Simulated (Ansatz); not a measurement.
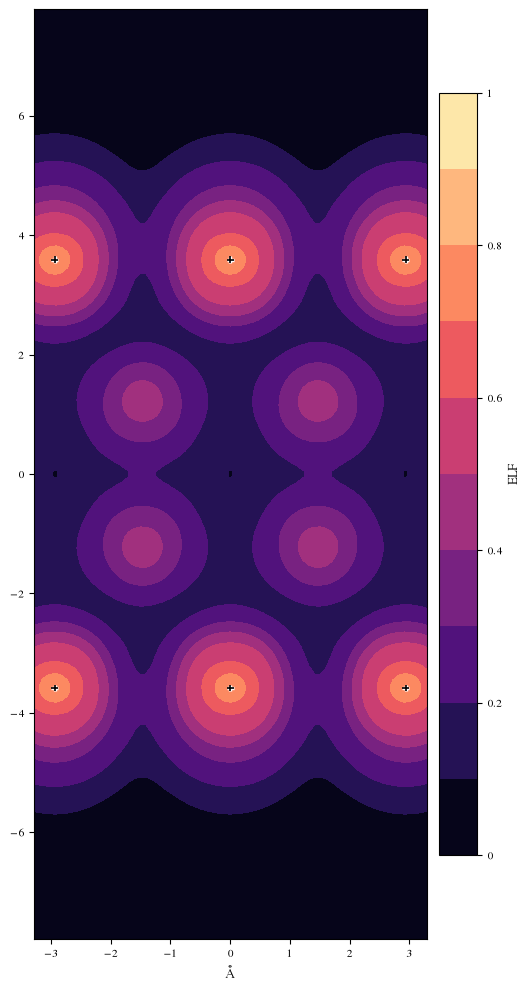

The electron localisation function on a plane through atoms (crosses mark nuclei in the plane).

Computed with DFT PBE, scalar-relativistic, plane waves, PAW in Ansatz.

Candidates:
A. Au (slab), a = 17.64 Å, b = 2.94 Å, c = 21.60 Å, α = 90.00°, β = 90.00°, γ = 120.00°. 
B. SiNi, a = 5.15 Å, b = 3.38 Å, c = 11.24 Å, α = 90.00°, β = 90.00°, γ = 90.00°. Space group Pnma; computed without spin polarisation.
C. GaAs, a = 5.75 Å, b = 5.75 Å, c = 5.75 Å, α = 90.00°, β = 90.00°, γ = 90.00°. Space group F-43m.

Q: Which system is this?

A: Candidate A: Au on the (100) plane of the calculation cell, a cut from vacuum to vacuum, which holds Au.
